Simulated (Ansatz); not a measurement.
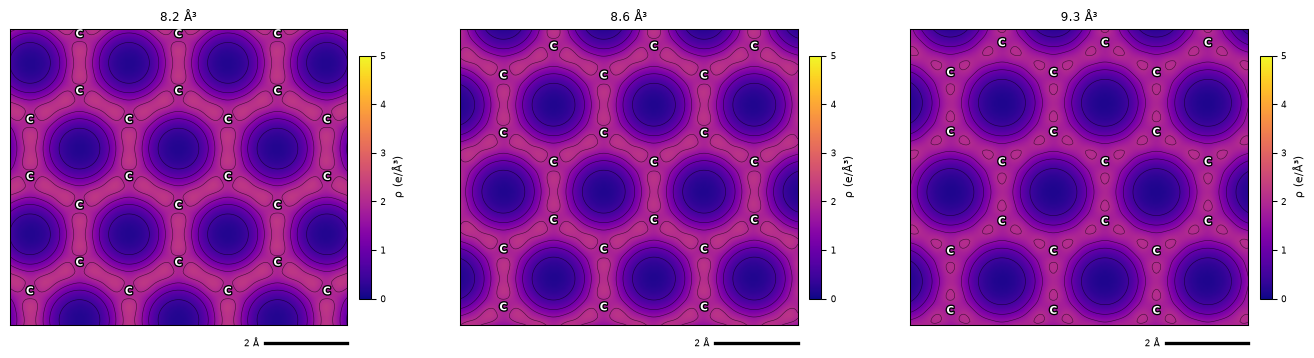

C. The valence charge density (pseudo) of cells scaled evenly to different volumes (given per atom above each panel), on the (110) plane of each (indices in the axes of the cell below), at one length scale and on one colour scale.

These are results of Ansatz, DFT, PBEsol, PAW with Ansatz's default frozen-core files, scalar-relativistic, not measurements.

In a PAW calculation such maps are meaningful between the atoms, not at the nuclei.

The largest cell:

```yaml
crystal:
  lattice:
    - [0.00000, 2.16872, 3.41366]
    - [1.25208, 0.00000, 3.41366]
    - [1.25208, 2.16872, 0.00000]
  atoms:
    - { symbol: C, position: [0.16667, 0.83333, 0.16667] }
    - { symbol: C, position: [0.83333, 0.16667, 0.83333] }
```

| volume (Å³/atom) | C–C contact in the plane (Å) | ρ at its midpoint (e/Å³) | pressure (GPa) | 
| --- | --- | --- | --- |
| 8.22 | 1.389 | 2.156 | 21.2 | 
| 8.57 | 1.409 | 2.072 | 7.4 | 
| 8.92 | 1.427 | ? | ? | 
| 9.27 | 1.446 | 1.924 | −13.6 | 

Estimate the missing row, and compare with the calculation.

Answer. Over the known rows ln ρ falls by 2.00 per Å of C–C distance (a least-squares line), which gives 1.999 e/Å³ at 1.427 Å; the calculation gives 1.996 e/Å³. For the pressure, a straight line in volume between the neighbouring rows gives −3.1 GPa; the calculation gives −4.0, lower because pressure rises ever faster on compression.
